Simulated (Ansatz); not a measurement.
# Run report: Ni₃Ge, single-point calculation

The run: single-point calculation of Ni₃Ge (Pm-3m, 4 atoms in the cell). Method and program: DFT, LDA, plane waves, PAW, no spin polarisation (Ansatz 0.2.0).

The structure derives from a Materials Project entry. Some settings of this run were made unusual or wrong on purpose. Figures and captions count atoms from 1; the log counts them from 0 in places.

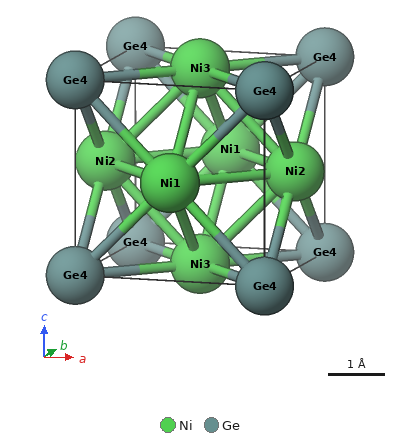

The input geometry (ball-and-stick view of the cell of the calculation, seen slightly off an axis; atoms are numbered from 1 in the order of the input). Near neighbours in the crystal (not all of them lie inside the picture): Ni has 4 Ge at 2.53 Å and 8 Ni at 2.53 Å; Ge has 12 Ni at 2.53 Å.

### Input file
```yaml
crystal:
  lattice:
    - [3.5779172273, 0.0, 0.0]
    - [0.0, 3.5779172273, 0.0]
    - [0.0, 0.0, 3.5779172273]
  atoms:
    - { symbol: Ni, position: [0.5, 0.0, 0.5] }
    - { symbol: Ni, position: [0.0, 0.5, 0.5] }
    - { symbol: Ni, position: [0.5, 0.5, 0.0] }
    - { symbol: Ge, position: [0.0, 0.0, 0.0] }
basis:
  ecutwfc: "120 eV"
kpoints:
  mp_grid: { grid: [12, 12, 12] }
hamiltonian:
  xc: lda
scf:
  occupations: { method: gaussian, width: 0.1 }
  max_iter: 50
output:
  forces: true
  eigenvalues: true
  stress: true
```

Launch command:
```bash
ansatz run input.yaml --threads 1 --pin off --max-ram 2560MiB --backend cpu --events-out ev --progress --plain --runs-dir out
```

### What the program printed
```
Warning: basis.ecutwfc = 120 eV is below the records' recommended 420 eV, and the density's cutoff is lower with it unless basis.ecutrho_ratio is high enough to keep the records' density cutoff: compare with a run at a higher cutoff
Engine: ansatz 0.2.0, x86_64-unknown-linux-gnu
Pseudopotentials: kind: paw
Pseudopotential: Ni, paw, valence charge 18, recommended cutoff 420 eV (normal), Ni.paw.azcp
Pseudopotential: Ge, paw, valence charge 14, recommended cutoff 420 eV (normal), Ge.paw.azcp
Functional definition: SPW92
  exchange = slater_x
  correlation = pw_c
Crystal: 4 atoms, lattice volume = 45.803 Å³
Basis set: ecut = 120 eV, 147 PW (Γ)
Bands: 41, of which v1, the nominal top of the filled ones, is band 34 counted from 1 (33 counted from 0)
Symmetry: 48 space group operations
Space group: Pm-3m (ITA 221), of the structure as read, at distance tolerance 3.6e-5 Å
k-points: 84 of 1728
Non-local potential: Ni, projectors of the file, l = 0: 3, l = 1: 2, l = 2: 3, l = 3: 1
Non-local potential: Ge, projectors of the file, l = 0: 2, l = 1: 2, l = 2: 3, l = 3: 1
PAW form: soft (Blöchl's): semilocal exchange-correlation on the pseudo side does not see the compensation charge
PAW frozen core: Ni, regenerated for the run's functional, and the local potential with it (the file was generated under x = pbe(κ = 0.804, μ = 0.2195149727645171), c = pbe(β = 0.06672455060314922))
PAW frozen core: Ge, regenerated for the run's functional, and the local potential with it (the file was generated under x = pbe(κ = 0.804, μ = 0.2195149727645171), c = pbe(β = 0.06672455060314922))
PAW one-centre angular grid: Ni, 590 points (default); XC on 64 Gauss nodes
PAW one-centre angular grid: Ge, 590 points (default); XC on 64 Gauss nodes
Initial density: superposition of atomic densities (neutral atoms: chi_scale 0, normalization atom), corrected by the library's trained network
Initial wavefunctions: pseudopotential atomic-orbital guess
Functional: x = slater, c = lda
SCF iter   1: F=—  HF=-21024.598517 eV  |F-HF|=—  |Δ(HF+E_count)|=         —  Δρ=1.95e0  dr2=9.60e2  ethr=1.77e-3  ⟨swp⟩=1.0  Hψ=11526  notcnv=0
preconditioner: auto → LDOS  [metal: Δε(μ)=0.011 eV  Ē_g=14.645 eV  σ=0.100 eV  W_gap=0.06  n_scr=18 (ndim 8)  ℏωp=36.4 eV  f_vac=0.098  D(μ)=4.80/eV (n_scr^D=80)  β→1.0]
SCF iter   2: F=—  HF=-20700.732033 eV  |F-HF|=—  |Δ(HF+E_count)|=    3.24e2  Δρ=1.02e0  dr2=2.51e2  ethr=1.77e-3  ⟨swp⟩=4.8  Hψ=16537  notcnv=0  defer=115
SCF iter   3: F=—  HF=-20566.752952 eV  |F-HF|=—  |Δ(HF+E_count)|=    1.34e2  Δρ=2.21e-1  dr2=2.51e1  ethr=1.77e-3  ⟨swp⟩=3.6  Hψ=9354  notcnv=0  defer=157
SCF iter   4: F=—  HF=-20559.130625 eV  |F-HF|=—  |Δ(HF+E_count)|=    7.62e0  Δρ=8.49e-2  dr2=2.35e0  ethr=1.77e-3  ⟨swp⟩=3.6  Hψ=8626  notcnv=0  defer=128
SCF iter   5: F=—  HF=-20558.264057 eV  |F-HF|=—  |Δ(HF+E_count)|=   8.67e-1  Δρ=2.70e-2  dr2=2.25e-1  ethr=1.77e-3  ⟨swp⟩=2.3  Hψ=5573  notcnv=0  defer=131
SCF iter   6: F=—  HF=-20558.167976 eV  |F-HF|=—  |Δ(HF+E_count)|=   9.61e-2  Δρ=1.65e-3  dr2=1.15e-3  ethr=3.32e-4  ⟨swp⟩=2.0  Hψ=5314  notcnv=0  defer=130
SCF iter   7: F=—  HF=-20558.167739 eV  |F-HF|=—  |Δ(HF+E_count)|=   2.37e-4  Δρ=4.21e-4  dr2=5.68e-5  ethr=1.69e-6  ⟨swp⟩=1.5  Hψ=4054  notcnv=0  defer=126
SCF iter   8: F=—  HF=-20558.167721 eV  |F-HF|=—  |Δ(HF+E_count)|=   1.78e-5  Δρ=5.41e-5  dr2=1.00e-6  ethr=8.35e-8  ⟨swp⟩=1.5  Hψ=3795  notcnv=0  defer=126
SCF iter   9: F=-20558.167721 eV  HF=-20558.167721 eV  |F-HF|=5.83e-9  |Δ(HF+E_count)|=   3.17e-7  Δρ=7.11e-6  dr2=1.72e-8  ethr=1.47e-10  ⟨swp⟩=7.8  Hψ=11684  notcnv=0
SCF 1 converged in 9 iterations: F = -20558.167721 eV  dr2 = 1.72e-8
  greatest PAW one-centre occupation: 1.288 electrons in one spin orbital (limit 2), on the Ni atom at site 1 (counted from 0), in its partial waves of l = 1
SCF converged after 9 iterations
Free energy (F): -20558.167721 eV
Harris-Foulkes:  -20558.167721 eV  (|F-HF|=5.83e-9)
Internal energy: -20558.150860 eV  (E = F + TS)
E sigma→0 (E₀):  -20558.159291 eV
Entropy (-TS):   -0.016860 eV (-4.215 meV/atom)
Fermi energy:    18.736161 eV
--- Per-component energies (eV) ---
  E_band       = -1961.604509
  E_kinetic    = 1851.704928
  E_local      = -10212.295514  (includes V_loc(G=0)·N_el)
  E_nonlocal   = 1978.431403
  E_hartree    = 3606.768765
  E_xc         = -474.843253
  E_vxc        = -582.995543  (∫ρ·V_xc dr)
  E_paw        = -6585.325844  (= ΣΔE_a)
  E_vpaw       = -2204.003951  (= ΣTr[D̂ρ^β])
  E_aug_tail   = -5.992176  (compensation charges beyond the density's cutoff)
  E_ewald      = -10719.809857
  E_core_change = 3.210688  (= ΣΔE_core)
  E_smearing   = -0.016860  (= −TS)
  E_closure    = 0.000000  (closes the sum)
  Σ components = -20558.167721   (vs F -20558.167721, Δ=0.00e0)
--- Forces (eV/Å), atoms counted from 1 ---
  atom   1  Ni     0.00000000    -0.00000000     0.00000000
  atom   2  Ni     0.00000000     0.00000000     0.00000000
  atom   3  Ni     0.00000000     0.00000000    -0.00000000
  atom   4  Ge    -0.00000000     0.00000000    -0.00000000
  max |Σ_I F_I| component: 2.16e-28 eV/Å
--- Stress (GPa, compression-positive) ---
     -339.713134      -0.000000       0.000000
        0.000000    -339.713134       0.000000
        0.000000       0.000000    -339.713134
  P = ⅓ Tr σ = -339.7131 GPa (-3397.131 kbar)
--- Band table (eV; the first three rows and the last of 84) ---
  k-point 0: bands = ["-129.8229", "-129.8229", "-123.9267", "-82.5476", "-82.5476", "-82.5476", "-79.4782", "-79.4782", "-79.4782", "-70.4965", "-70.4965", "-70.4965", "-24.6939", "-24.6939", "-23.2889", "-23.2889", "-23.2889", "-6.5273", "-4.8798", "-4.8798", "-3.1765", "-0.3983", "-0.3983", "-0.3983", "5.4667", "14.8266", "14.8266", "14.8266", "16.3017", "18.0837", "18.0837", "18.0837", "19.1504", "19.1504", "19.1504", "21.3569", "21.3569", "26.6516", "26.6516", "28.4615", "28.4615"]
  k-point 1: bands = ["-129.5301", "-128.9693", "-123.7365", "-82.3043", "-82.3043", "-79.3110", "-79.3110", "-78.1096", "-77.3529", "-70.4189", "-70.4189", "-69.6359", "-24.6295", "-23.2755", "-22.2603", "-22.2603", "-21.6271", "-5.6995", "-3.9984", "-0.7399", "-0.3797", "0.5421", "0.5421", "5.5494", "8.3420", "14.7671", "14.7671", "14.8457", "15.7548", "18.0787", "18.1541", "18.1541", "19.1232", "19.1232", "19.1592", "21.4556", "22.1895", "26.6731", "27.2467", "27.9214", "27.9976"]
  k-point 2: bands = ["-129.2115", "-128.3023", "-124.6970", "-80.9733", "-80.9733", "-77.6540", "-77.3794", "-77.3505", "-77.3505", "-76.4333", "-70.9720", "-70.9720", "-23.2880", "-22.6295", "-22.0616", "-21.4762", "-21.4762", "-2.6738", "-1.5768", "-0.4931", "0.4445", "0.4445", "3.3544", "5.7426", "10.2549", "11.1153", "11.3476", "11.3476", "14.5979", "14.5979", "14.6635", "14.9029", "18.2165", "18.2883", "18.3831", "18.3831", "21.7881", "23.7332", "26.8354", "27.0319", "27.0319"]
  k-point 83: bands = ["-127.3480", "-127.3480", "-127.3480", "-76.0537", "-76.0537", "-75.8149", "-75.8149", "-75.8149", "-75.4409", "-75.4133", "-75.4133", "-75.4133", "-20.0614", "-20.0614", "-18.9776", "-18.9776", "-18.9776", "6.0770", "6.0770", "6.0770", "7.7203", "7.7203", "7.7203", "8.9541", "10.8698", "10.8698", "12.1155", "12.1155", "12.1155", "12.7457", "13.5961", "13.5961", "13.5961", "15.7888", "15.7888", "15.7888", "17.7979", "17.7979", "17.7979", "18.4700", "34.3601"]
```

### Outcome

- outcome: converged
- space group (tolerance 0.01 Å): Pm-3m (221)
- electrons treated: 68
- free energy: −20558.1677 eV
- Fermi energy: 18.736 eV
- gap on the k-point mesh: none (metallic)
- pressure: −339.71 GPa
- largest force (length of the vector): under 0.001 eV/Å
- hardware: 1 thread of Intel Xeon @ 2.50GHz (Skylake/Cascade Lake), 64 GiB of memory available, shared host
- wall time: 6.5 s
- peak memory: 0.37 GiB

### What went wrong

A setting was made wrong on purpose: a cutoff far too low (`basis.ecutwfc`). The plane-wave basis is far from complete, so energies, forces and above all the stress are wrong. The run converged all the same; its numbers are those of the faulty input and shouldn't be used. Warnings of the run: the cutoff is below the recommended one.
